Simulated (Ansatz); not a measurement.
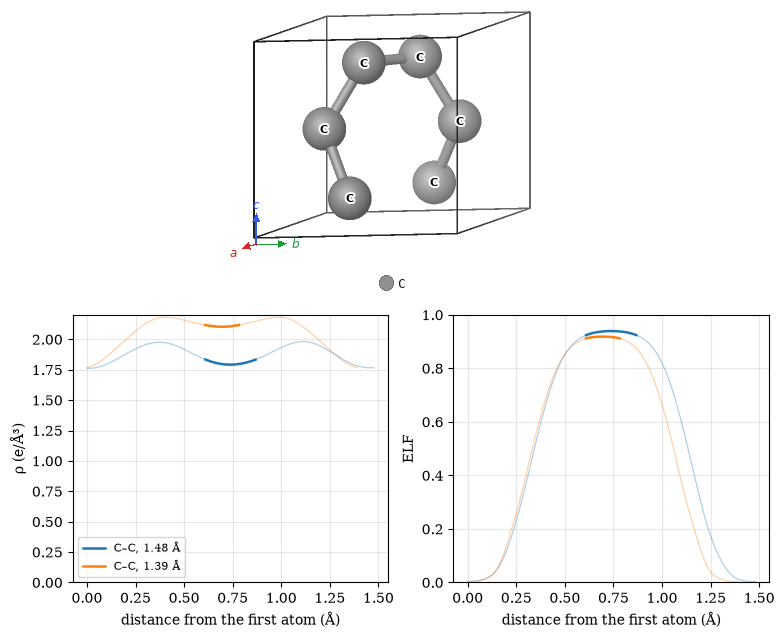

C. Valence charge density (pseudo) and electron localisation function along straight lines between neighbouring atoms. Thin, pale parts lie inside the atomic spheres. The structure is drawn too.

Space group P6₂22; a structure generated by program, which may or may not match a known phase.

The calculation used Ansatz 0.2.0, DFT PBE, scalar-relativistic, plane waves, PAW.

The density is the valence pseudo-density of a PAW calculation; it isn't the true density close to the nuclei.

Question: Compare the contacts.

Answer: C–C (1.48 Å): ρ at the midpoint is about 1.8 e/Å³; the ELF peaks at about 0.95 between the atoms.
C–C (1.39 Å): ρ at the midpoint is about 2.1 e/Å³; the ELF peaks at about 0.90 between the atoms.
